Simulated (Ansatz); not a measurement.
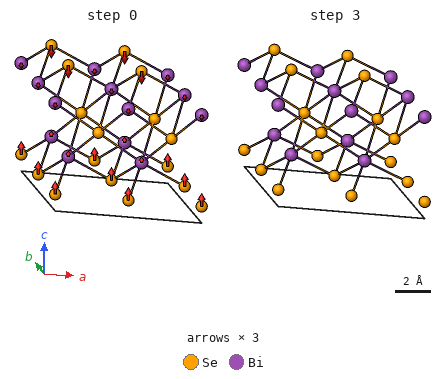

The structure of a slab of composition Bi$_{2}$Se$_{3}$ before (left) and after (right) a relaxation, at one scale. The red arrows give the displacements, magnified 3 times.

A ball-and-stick model of the 2 × 2 repeat of the cell, outlined in the plane, without the vacuum, seen slightly off an axis.

Case: biaxial strain +0.070, atoms relaxed.

Level of theory: DFT PBE+D3(BJ), scalar-relativistic, plane waves, PAW in Ansatz 0.2.0.

The input:
```yaml
crystal:
  lattice:
    - [4.4130487004, 0.0, 0.0]
    - [-2.2065243502, 3.8218122827, 0.0]
    - [0.0, 0.0, 39.9824371327]
  atoms:
    - { symbol: Se, position: [0.0, 0.0, 0.4120204152] }
    - { symbol: Bi, position: [0.3333333333, 0.6666666667, 0.4515306527] }
    - { symbol: Se, position: [0.6666666667, 0.3333333333, 0.5] }
    - { symbol: Bi, position: [0.0, 0.0, 0.5484693473] }
    - { symbol: Se, position: [0.3333333333, 0.6666666667, 0.5879795848] }
  periodic: [true, true, false]
basis:
  ecutwfc: 420
kpoints:
  mp_grid: { grid: [12, 12, 1] }
  band_path:
    path:
      - [0, 0, 0]
      - [0.5, 0, 0]
      - [0.3333333333333, 0.3333333333333, 0]
      - [0, 0, 0]
    npoints: 8
hamiltonian:
  xc: pbe
  dispersion: d3bj
scf:
  occupations: { method: gaussian, width: 0.02 }
output:
  forces: true
  stress: true
  eigenvalues: true
  write_density: true
  write_potential: true
  elf: true
  volumetric_format: npy
relax:
  adjacent_minimum: "off"
  f_tol: 0.01
  max_steps: 40
```

Command:
```bash
ansatz run input.yaml --threads 4 --pin off --max-ram 10240MiB --backend cpu --events-out ev --progress --plain --runs-dir out
```

### What changed between the two?

After 2 accepted moves (3 points after the start) the energy has fallen by 0.177 eV per cell of the calculation. Largest force component: 0.78 eV/Å at the start, 0.0056 eV/Å at the end. 1 step only repeated the SCF at the same geometry. The largest moves, 0.27 Å, are those of Se1 and Se5. Se1 goes along the normal (+c). By element the largest moves are Se 0.27 Å, Bi 0.12 Å. The lattice vectors keep their values. Near-neighbour distances that change, for instance: Bi4–Se5 2.998 → 2.920 Å, Bi2–Se3 3.201 → 3.132 Å. Bond angles that change, for instance: Se1–Bi2–Se1 94.8° → 98.2°, Bi4–Se5–Bi4 94.8° → 98.2°, Se1–Bi2–Se3 88.9° → 85.9°.
